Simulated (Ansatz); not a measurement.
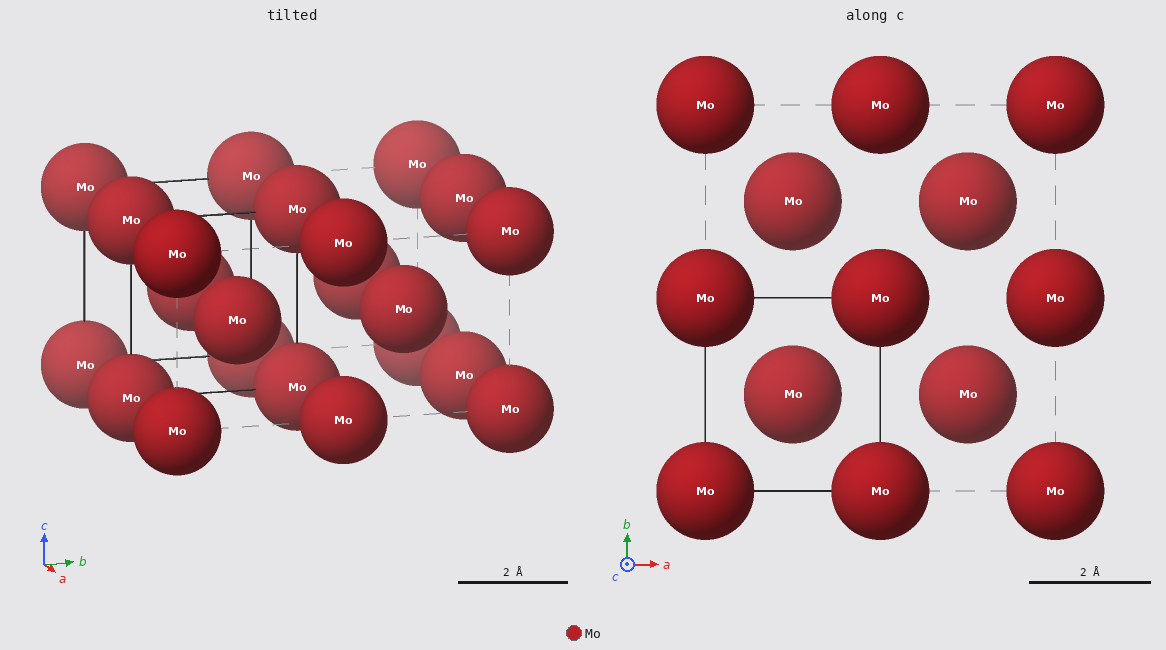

The crystal in a spheres-only representation, seen slightly off an axis and along the c axis. The solid frame is a single conventional unit cell within a 2×2×1 block. Cell: a = 2.901 Å, b = 3.200 Å, c = 3.350 Å, α = 90.00°, β = 90.00°, γ = 90.00°.

Description:

The element is molybdenum. The structure has Immm (No. 71) symmetry and a body-centred orthorhombic lattice. The cell holds two atoms. Around each Mo lie ten Mo at about 2.7 to 2.9 Å. Not all metal-metal contacts are counted.

The structure was taken from a structure listed in the Materials Project. The cell was then strained or its atoms displaced on purpose. A calculation with Ansatz used it as input.

At this level of theory the cell isn't at rest (compressed, at 6 GPa), so its distances can differ from those at equilibrium, the more so the softer the solid.
